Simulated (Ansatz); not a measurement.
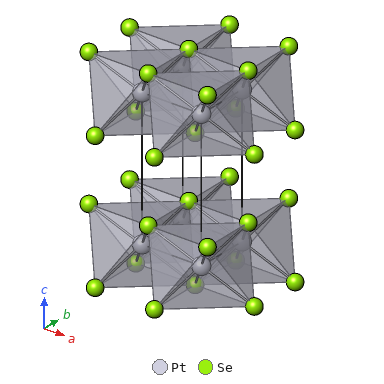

System: PtSe₂, space group P-3m1 (No. 164). The picture shows the conventional cell.

The given structure:
```yaml
crystal:
  lattice:
    - [3.71660, 0.00000, 0.00000]
    - [-1.85830, 3.21867, 0.00000]
    - [0.00000, 0.00000, 5.82973]
  atoms:
    - { symbol: Pt, position: [0.00000, 0.00000, 0.00000] }
    - { symbol: Se, position: [0.33333, 0.66667, 0.22497] }
    - { symbol: Se, position: [0.66667, 0.33333, 0.77503] }
```

Input of one of the runs behind the figure:
```
crystal:
  lattice:
    - [3.7412142556, 0.0, 0.0]
    - [-1.8706071278, 3.2399865863, 0.0]
    - [0.0, 0.0, 5.868335465]
  atoms:
    - { symbol: Pt, position: [0.0, 0.0, 0.0] }
    - { symbol: Se, position: [0.3333333333, 0.6666666667, 0.2249744229] }
    - { symbol: Se, position: [0.6666666667, 0.3333333333, 0.7750255771] }
basis:
  ecutwfc: 500
  ecutrho_ratio: 4
kpoints:
  mp_grid: { grid: [8, 8, 4] }
hamiltonian:
  xc: r2scan
scf:
  occupations: { method: gaussian, width: 0.05 }
output:
  forces: true
  stress: true
  eigenvalues: true
relax:
  f_tol: 0.01
  max_steps: 40
  cell: { stress_tol: 0.1, fix: [volume] }
```

Command:
```bash
ansatz run input.yaml --threads 4 --pin off --max-ram 7168MiB --backend cpu --events-out ev --progress --plain --runs-dir out
```

Computed with Ansatz 0.2.0: plane-wave density functional theory, PAW datasets, Gaussian smearing 0.05 eV: equation of state, the given cell scaled in volume with shape and atoms relaxed at each volume. Level: r2SCAN, no spin polarisation.

| setting | value |
| --- | --- |
| PAW set | soft_2 |
| wave cutoff | 500 eV |
| k mesh | 8×8×4 |

V(given) is 23.25 Å³/atom.

What does the calculation give for the energy above the given cell and pressure against V/V(given)? The V/V(given) takes the values 0.96, 0.98, 1.00, 1.02, 1.04, 1.07.

The energy above the given cell is 1.67 meV/atom at V/V(given) 0.96 and 2.37 meV/atom at 1.07; the lowest computed point is at V/V(given) 1.00 (0.00 meV/atom), and no other minimum shows among the points. The pressure falls from 0.592 GPa at V/V(given) 0.96 to −0.488 GPa at 1.07, and changes sign near 1.00.

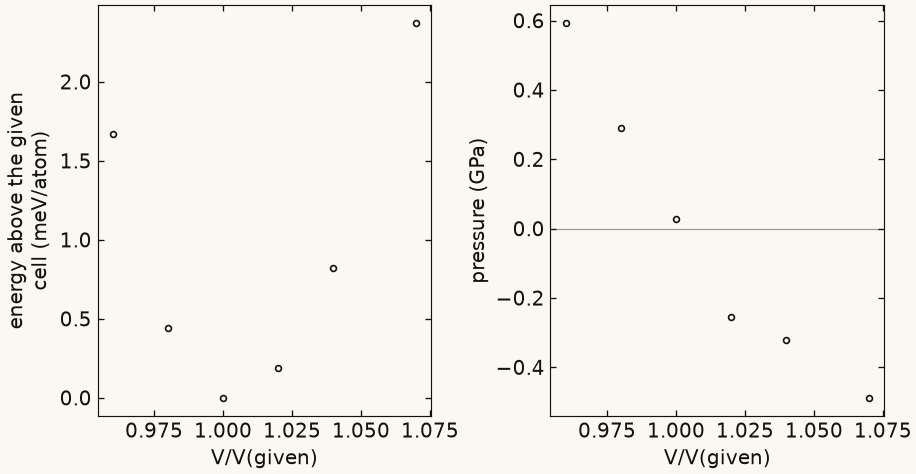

Caveats: no fit given, since scatter or the place of the minimum failed its tests.
